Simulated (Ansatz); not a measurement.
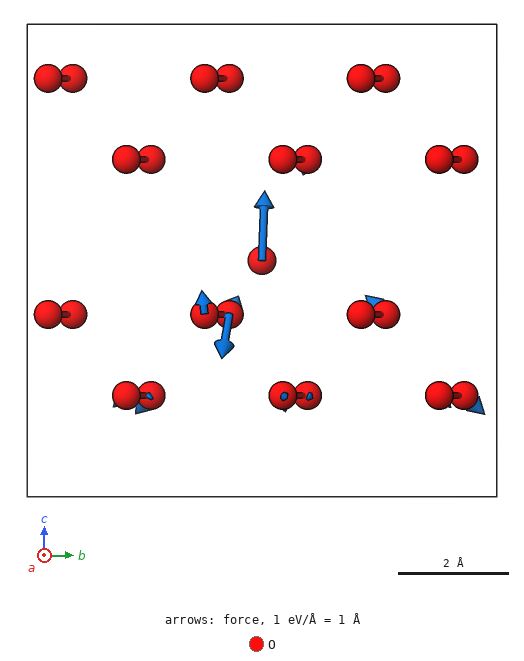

Starting geometry of a defect cell of composition O with the computed forces as blue arrows. The picture is a ball-and-stick view of the cell of the calculation (origin shifted), seen along the a axis.

Case: O interstitial, charge +0, atoms relaxed at the host's cell.

Method: Ansatz 0.2.0, DFT PBE+D3(BJ), scalar-relativistic, plane waves, PAW. (plane-wave cutoff 420 eV; k-point mesh 2 × 2 × 2; occupations gaussian; smearing width 0.01 eV; no spin polarisation; atoms relaxed in a fixed cell; force threshold 0.025 eV/Å; at most 45 steps)

Is this structure relaxed? If not, where do the atoms go?

It isn't relaxed: the largest force vector, on an O atom, is 1.33 eV/Å. The final displacements follow the starting forces only in part (cosine between the two patterns 0.48). An O atom moves most: 0.99 Å roughly along [−2 0 3]. The lattice vectors keep their values. Among the contacts that change: O–O 2.119 → 1.292 Å, O–O 1.215 → 1.309 Å, O–O 1.215 → 1.209 Å. New bonds form: O–O (2.12 → 1.29 Å). Over 15 geometry steps the energy falls by 2.212 eV per cell of the calculation. The largest force component goes from 1.3 to 0.017 eV/Å.
